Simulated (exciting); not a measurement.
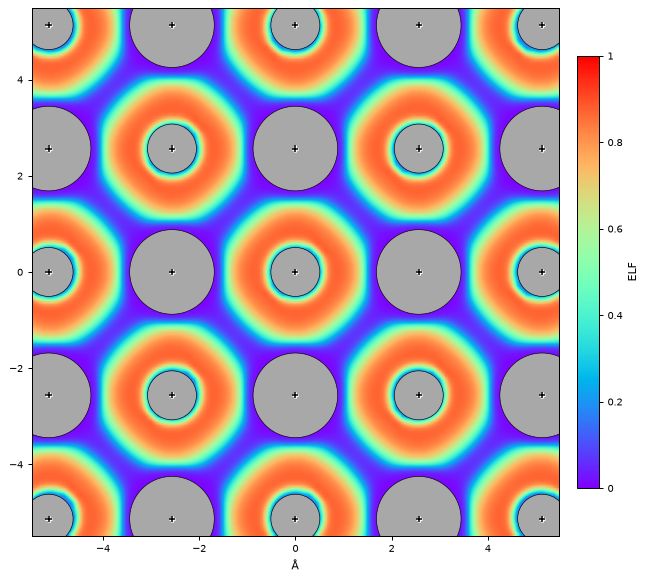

The ELF on a plane through atoms (crosses mark nuclei in the plane; grey discs cover the cores).

Method: Kohn-Sham DFT of a periodic cell, PBE, all-electron LAPW+lo, shipped species files in exciting sodium.

Candidates:
A. Ta, a = 2.80 Å, b = 2.83 Å, c = 2.89 Å, α = 109.34°, β = 108.59°, γ = 108.71°. Space group P-1.
B. LiCl, a = 5.13 Å, b = 5.13 Å, c = 5.13 Å, α = 90.00°, β = 90.00°, γ = 90.00°. Space group Fm-3m.
C. BN, a = 3.63 Å, b = 3.63 Å, c = 3.63 Å, α = 90.00°, β = 90.00°, γ = 90.00°. Space group F-43m; a structure from a database of computed crystals, not necessarily the ambient phase.

Question: Which candidate gave the map?

Answer: Candidate B: LiCl on the (100) plane of the conventional cell, which holds Cl and Li. Li–Cl (2.56 Å): the ELF peaks at about 0.85 in the valence shell of Cl, 0.9 Å from its nucleus, and falls to about 0 next to Li: a closed-shell, largely ionic contact.
